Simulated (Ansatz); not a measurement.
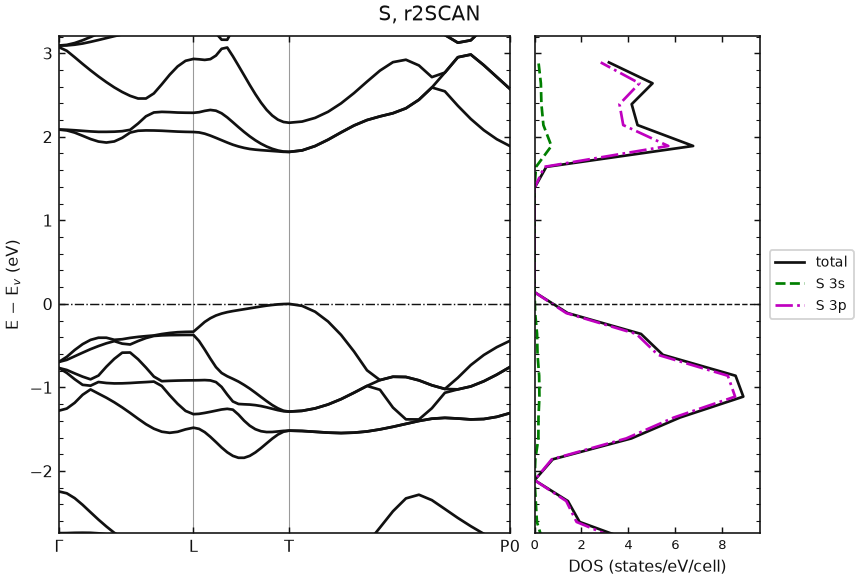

Simulated data, not a measurement (program: Ansatz).

Band structure and density of states. Energies are counted from the top of the valence band. The partial curves are projected on Löwdin-orthogonalised atomic shells.

This input was run:

```
crystal:
  lattice:
    - [5.362553, 3.096075, 1.393575]
    - [-5.362553, 3.096075, 1.393575]
    - [0.0, -6.19214, 1.393575]
  atoms:
    - { symbol: S, position: [0.28066, 0.16251, 0.91818] }
    - { symbol: S, position: [0.91818, 0.28066, 0.16251] }
    - { symbol: S, position: [0.16251, 0.91818, 0.28066] }
    - { symbol: S, position: [0.71934, 0.83749, 0.08182] }
    - { symbol: S, position: [0.08182, 0.71934, 0.83749] }
    - { symbol: S, position: [0.83749, 0.08182, 0.71934] }
  symmetry: { tolerance: 0.0003 }
kpoints:
  mp_grid: { grid: [7, 7, 7], shift: [0, 0, 0] }
  band_path:
    path:
      - [0.0, 0.0, 0.0]
      - [0.5, 0.0, 0.0]
      - [0.5, -0.5, 0.5]
      - [0.20043328, -0.79956672, 0.20043328]
    npoints: 17
magnetization:
  spin_polarized: false
scf:
  occupations: { method: fermi_dirac }
  lower_state_search: "off"
  max_iter: 200
hamiltonian:
  pseudopotentials: { kind: paw }
  xc: r2scan
basis:
  ecutwfc: 500
  fft_grid_basis: typed
output:
  forces: true
  stress: true
  eigenvalues: true
  bader: true
  populations: true
  elf: true
  write_potential: true
  volumetric_format: npy
  dos:
    e_range: [-12, 8]
    de: 0.05
    projected: { site_lists: { S: [S] } }
checkpoint:
  read: saved_state
```

> Read off the fundamental gap and say whether it is direct.

A semiconductor. The gap along this path is 1.82 eV and direct: both edges lie at T. Points of the k mesh off the path narrow it to 1.71 eV.

> How much do the top valence band and the lowest conduction band disperse along the path?

The top valence band spans 1.0 eV and the lowest conduction band 0.8 eV.

> How many bands meet at the valence-band top?

The top valence level at T is a single band, not degenerate (spin aside).

The structure was built from a prototype or by substitution, so it need not be a known phase. The atoms aren't at rest in this cell (largest force 2.1 eV/Å), so the relaxed material can differ. The cell is at −8 GPa in this functional.
